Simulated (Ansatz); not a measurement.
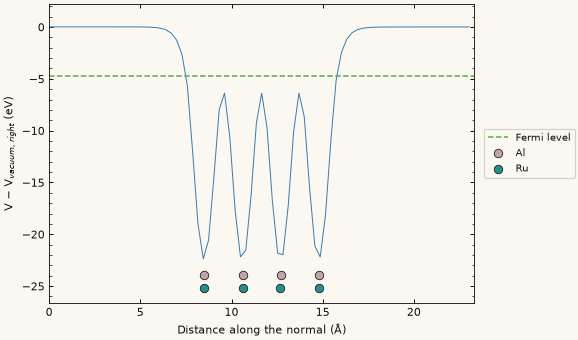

Plane-averaged electrostatic potential energy of an electron across the slab; circles at the bottom mark the heights of the atoms (positions after relaxation).

System: a (110) slab cut from AlRu (Pm-3m), ended by AlRu planes, 8 atoms in the cell. Starting structure of the relaxation:

```
Al Ru
1.0
     2.97641    0.00000    0.00000
     0.00000    4.20928    0.00000
     0.00000    0.00000   23.31391
Al Ru
4 4
Direct
  0.00000 0.50000 0.36459
  0.00000 0.00000 0.45486
  0.00000 0.50000 0.54514
  0.00000 0.00000 0.63541
  0.50000 0.00000 0.36459
  0.50000 0.50000 0.45486
  0.50000 0.00000 0.54514
  0.50000 0.50000 0.63541
```

Ansatz 0.2.0; DFT PBEsol, scalar-relativistic, plane waves, PAW, no spin polarisation, 10×7×1 k mesh, 420 eV cutoff, Gaussian smearing of 0.1 eV.

Question: What is the work function?

Answer: The work function is 4.78 eV, the same on both faces. The two vacuum levels agree, so the slab has no net dipole along its normal.

Question: How thick are slab and vacuum?

Answer: The outermost atoms are 6.3 Å apart, which leaves 17.0 Å of vacuum in a cell 23.3 Å high.
